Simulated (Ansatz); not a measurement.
Consider Ti4Al9 (slab).

```cif
data_structure
_symmetry_space_group_name_H-M 'P 1'
_symmetry_Int_Tables_number 1
_cell_length_a 3.9724
_cell_length_b 6.3340
_cell_length_c 22.4223
_cell_angle_alpha 90.000
_cell_angle_beta 90.000
_cell_angle_gamma 90.000
_cell_volume 564.18
loop_
_atom_site_label
_atom_site_type_symbol
_atom_site_fract_x
_atom_site_fract_y
_atom_site_fract_z
_atom_site_occupancy
Al1 Al 0.00000 0.81038 0.33449 1
Al2 Al 0.50000 0.12340 0.36311 1
Ti1 Ti 0.00000 0.43275 0.39139 1
Al3 Al 0.50000 0.71557 0.41724 1
Ti2 Ti 0.00000 0.99838 0.44310 1
Al4 Al 0.50000 0.30773 0.47138 1
Al5 Al 0.00000 0.62076 0.50000 1
Al6 Al 0.50000 0.93378 0.52862 1
Ti3 Ti 0.00000 0.24313 0.55690 1
Al7 Al 0.50000 0.52594 0.58276 1
Ti4 Ti 0.00000 0.80876 0.60861 1
Al8 Al 0.50000 0.11811 0.63689 1
Al9 Al 0.00000 0.43113 0.66551 1
```

Not relaxed (largest force 0.8 eV/Å); computed without spin polarisation.

All numbers below come from DFT PBEsol, scalar-relativistic, plane waves, PAW in Ansatz 0.2.0.

**Predict the valence pseudo-density and electron localisation function between the atoms.**

Ti–Al (2.71 Å): ρ at the midpoint is about 0.25 e/Å³; the ELF is about 0.45 at the midpoint.
Ti–Ti (2.99 Å): ρ is about 0.2 e/Å³ halfway; the ELF is about 0.40 at the midpoint.

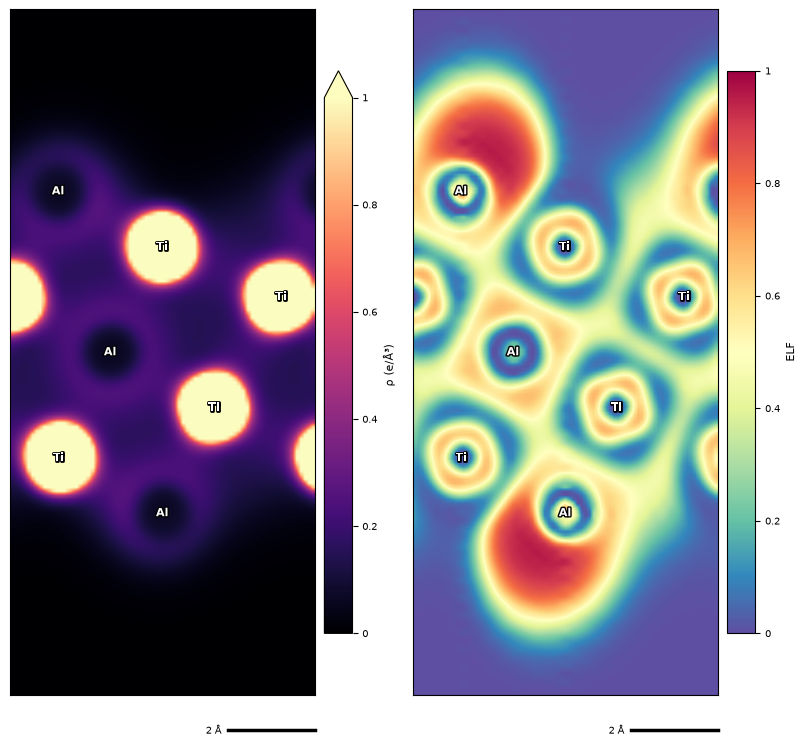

Computed valence pseudo-density and electron localisation function on the (100) plane of the calculation cell, a cut from vacuum to vacuum, in this order. 
